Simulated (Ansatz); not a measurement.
Given this structure:

```xyz
10
Lattice="4.6138 0.0000 0.0000 0.0000 9.5633 0.0000 0.0000 0.0000 3.1199" Properties=species:S:1:pos:R:3 pbc="T T T"
Al    2.3854    3.1040    1.5599
Al    2.2283    6.4593    1.5599
Al    0.0785    1.6777    0.0000
Al    4.5352    7.8856    0.0000
O     4.0434    2.3617    1.5599
O     0.0000    0.0000    0.0000
O     2.8773    7.1433    0.0000
O     1.7365    2.4200    0.0000
O     0.5704    7.2016    1.5599
O     2.3069    4.7816    1.5599
```

### Work out the structure from the coordinates.

It has the composition Al₂O₃. Its lattice is primitive orthorhombic, its space group Pnnm (No. 58). There are 10 atoms in the cell: 4 Al, 6 O. The coordination shell of Al holds four O in a distorted tetrahedral arrangement at 1.68 to 1.82 Å. O takes two kinds of site: 4g with three Al in a trigonal planar arrangement at 1.82 Å; 2a with two Al in a linear arrangement at 1.68 Å. The bonds build a three-dimensional framework.

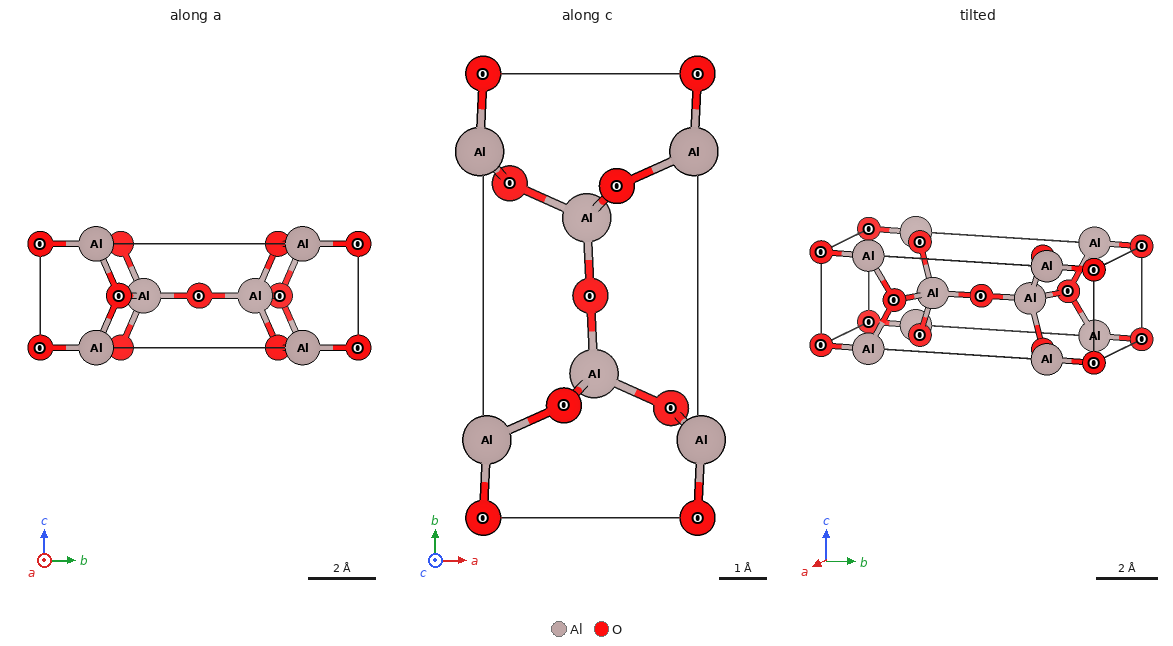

The crystal in a ball-and-stick representation, seen along the a axis, along the c axis and slightly off an axis. The box is the conventional unit cell; atoms on or close to its faces, edges and corners are drawn wherever they repeat.

Origin of the cell: a structure listed in the Materials Project. Earlier steps of the study, as a rule a relaxation of our own, may have changed the cell and positions, so they can lie some per cent off the listed ones. Ansatz was used for an electronic-structure calculation on it.

At this level of theory the run's own cell isn't at rest (stretched, at -7 GPa), so its distances can differ from those at equilibrium, the more so the softer the solid.
